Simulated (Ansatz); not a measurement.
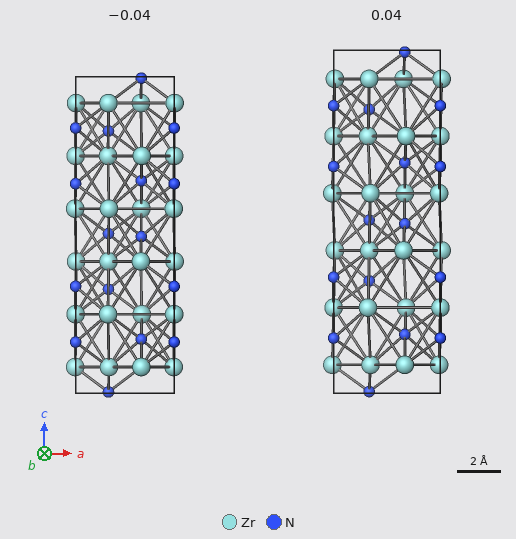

Crystalline Zr3N2 (set up in R-3c), under equal strain along all axes (cell held, atoms relaxed), with energies (extrapolated to zero smearing) counted from the relaxed crystal, which is the row at zero. The picture shows the first and the last member. A ball-and-stick model of the conventional cell (3 times the calculation's cell), seen along the b axis. Lengths and directions refer to the drawn axes.

Computed with Ansatz 0.2.0: DFT PBEsol, scalar-relativistic, plane waves, PAW. (plane-wave cutoff 420 eV; k-point mesh 12 × 12 × 12; occupations gaussian; smearing width 0.1 eV; no spin polarisation; atoms relaxed in a fixed cell; force threshold 0.008 eV/Å)

```json
{"strain": "−0.04", "energy (meV/atom)": "151.73", "a (Å)": "5.375", "c (Å)": "14.958"}
{"strain": "−0.02", "energy (meV/atom)": "?", "a (Å)": "?", "c (Å)": "?"}
{"strain": "0.0", "energy (meV/atom)": "0.00", "a (Å)": "5.599", "c (Å)": "15.581"}
{"strain": "0.02", "energy (meV/atom)": "31.52", "a (Å)": "5.711", "c (Å)": "15.893"}
{"strain": "0.04", "energy (meV/atom)": "118.44", "a (Å)": "5.823", "c (Å)": "16.204"}
```

### One row is withheld. What does the calculation give there?

A parabola through three neighbouring rows (−0.04, 0.0, 0.02) gives, with Lagrange weights, (0.3333)(151.73) + (1.0000)(0.00) + (−0.3333)(31.52) = 40.07 meV/atom. The calculation gives 35.63 meV/atom (a = 5.487 Å, c = 15.269 Å). The estimate is 4.44 meV/atom too high. From the first member to the last: Zr–Zr 3.125 → 3.424 Å, Zr–Zr 3.077 → 3.347 Å, Zr–Zr 3.056 → 3.288 Å.

The whole series:

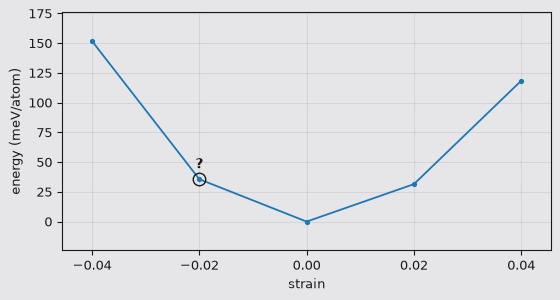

Each member starts from this one structure; whether another phase lies lower wasn't checked.
